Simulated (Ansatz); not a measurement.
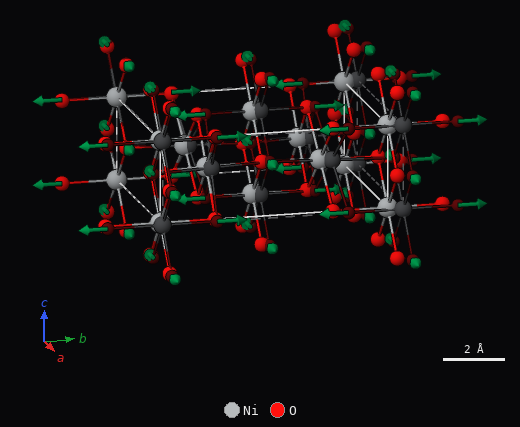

A crystal of Ni3O4 (set up in Cmmm), drawn pale, and a changed version of it, drawn solid. The green arrows show how the atoms are displaced (without the part that the change of the cell carries along), magnified 10 times. The picture is a ball-and-stick view of the conventional cell (2 times the calculation's cell), seen slightly off an axis. Lengths and directions refer to the drawn axes.

Computed with DFT PBEsol, scalar-relativistic, plane waves, PAW (Ansatz). (plane-wave cutoff 420 eV; k-point mesh 8 × 8 × 12; occupations gaussian; smearing width 0.1 eV; no spin polarisation)

Question: Describe the change and its computed effect.

Answer: The volume is changed by −11.5 %. The cell's shape and the atoms are relaxed at that volume. It lowers the energy by 1.1 meV per atom. The pressure goes from −7.7 to 11.2 GPa. Both are metals. The volume changes by −11.5 %, with a 5.954 → 5.648 Å (−5.1 %), b 8.173 → 7.725 Å (−5.5 %), c 2.852 → 2.815 Å (−1.3 %). The largest moves relative to the cell, 0.10 Å, are those of O atoms. Ni stays in place. Near-neighbour distances before and after: Ni–O 2.066 → 1.938 to 1.995 Å. The space group stays Cmmm (No. 65).
